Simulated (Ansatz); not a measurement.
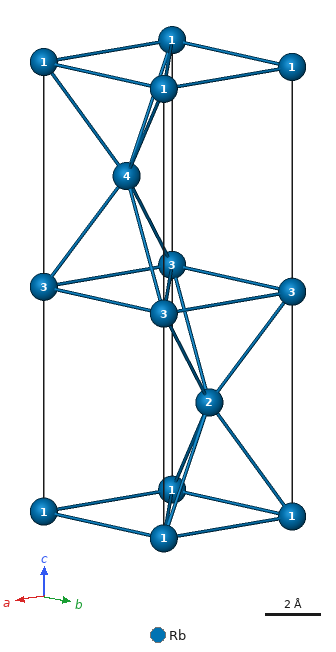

The starting point is a symmetric starting cell of Rb (made from another compound by putting Rb in place of Cs). Style: ball-and-stick. Shown: the cell of the calculation, from a free direction.

Theory: DFT PBEsol, scalar-relativistic, plane waves, PAW in Ansatz 0.2.0. Settings: plane-wave cutoff 420 eV; k-point mesh 9 × 9 × 4; occupations gaussian; smearing width 0.1 eV; no spin polarisation.

Now this is done to it. All lengths are scaled by −1.5 % (volume −4.3 %), the atoms keeping their fractional coordinates. No relaxation follows. The starting cell wasn't computed here and needn't be at equilibrium, so pressure and forces aren't due to the change alone.

What is the effect?

Answer. The pressure is −0.3 GPa (not all of it need come from the change, since the unchanged cell can be under pressure at this level too). All forces vanish by symmetry. Some distances before and after: Rb–Rb 5.304 → 5.227 Å, Rb–Rb 5.237 → 5.161 Å. The space group stays P6_3/mmc (No. 194).

Drawn alike, the variant:

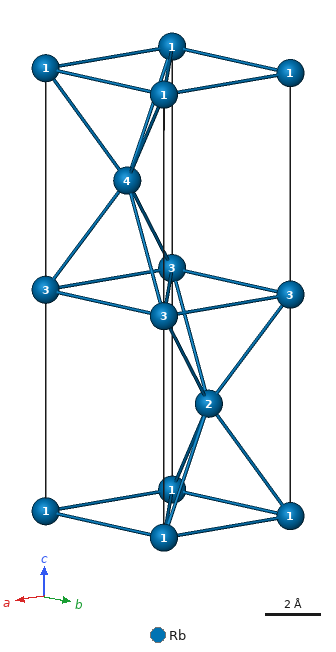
